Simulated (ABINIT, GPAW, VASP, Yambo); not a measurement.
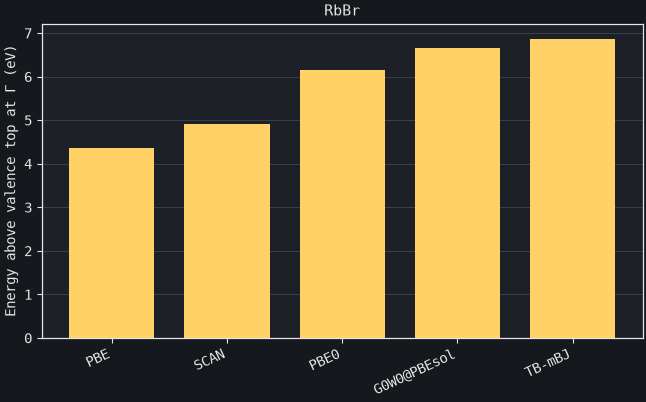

Lowest conduction level at Γ, counted from the valence-band top at Γ, by several methods on one cell of rocksalt RbBr, space group Fm-3m (No. 225), 2 atoms in the primitive cell; cubic a = 6.854 Å. All runs are without spin-orbit coupling and carry no moments.

| method | program | Γ (eV) |
| --- | --- | --- |
| PBE | VASP | 4.36 |
| SCAN | VASP | 4.91 |
| PBE0 | ABINIT | 6.16 |
| G0W0@PBEsol | Yambo | 6.66 |
| TB-mBJ | GPAW | 6.87 |

### What does G0W0@PBE give? It was run as: PBE, GPAW PAW data sets (gpaw-data 1.2.1), 4×4×4 k mesh, 450 eV cutoff, Fermi-Dirac smearing of 0.001 eV (GPAW 26.7.0), G0W0 with response cutoff 100 eV, frequency model plasmon pole and response bands 182, extrapolated in the response cutoff.

It starts from PBE, whose row gives 4.36 eV at Γ in another program. G0W0@PBE gives 6.96 eV at Γ, which is +2.60 eV from PBE at Γ.

### How do the methods rank at Γ?

From low to high: PBE 4.36, SCAN 4.91, PBE0 6.16, G0W0@PBEsol 6.66, TB-mBJ 6.87, G0W0@PBE 6.96 eV. Too close to rank are TB-mBJ against G0W0@PBE (different potentials, meshes and cutoffs).

Settings. PBE: VASP PAW PBE potentials, release 64 (Rb_sv, Br), 7×7×7 k mesh, 520 eV cutoff, Gaussian smearing of 0.012 eV (VASP). SCAN: VASP PAW PBE potentials, release 64 (Rb_sv, Br), 7×7×7 k mesh, 520 eV cutoff, Fermi-Dirac smearing of 0.05 eV (VASP). PBE0: SG15 NC PBE v1.2, 4×4×4 k mesh, 381 eV cutoff, fixed occupations (ABINIT 10.8.3 (patched build)). G0W0@PBEsol: PBEsol, PseudoDojo 0.4.1 SR PBEsol standard, 6×6×6 k mesh, 626 eV cutoff, fixed occupations (Yambo), G0W0 with frequency dependence of W plasmon pole, bands in the response 158, bands in the self-energy 158, cutoff of the response matrix 5 Ry and cutoff of exchange and Vxc 46 Ry. TB-mBJ: GPAW PAW data sets for LDA (gpaw-data 1.2.1), 6×6×6 k mesh, 600 eV cutoff, Fermi-Dirac smearing of 0.05 eV (GPAW 26.7.0).

These are six of the 21 methods that were run on this cell. The runs come from different programs and meshes, which adds differences of its own. Spin-orbit coupling is left out, which matters for Br. LDA, GGA and most meta-GGA functionals understate gaps. SCAN and TB-mBJ: the PAW data sets were made with another functional. PBE0: the potentials were made for another functional. TB-mBJ: this is a model potential built to give gaps, with no total energy. G0W0@PBE: the k mesh is coarse. G0W0@PBE: the quasiparticle gap is taken among the few k points that were corrected. G0W0@PBE: the long-wavelength limit can be off by a per cent or two. The GW runs differ in bands or cutoffs. The GW values that aren't extrapolated fall short of the basis limit.
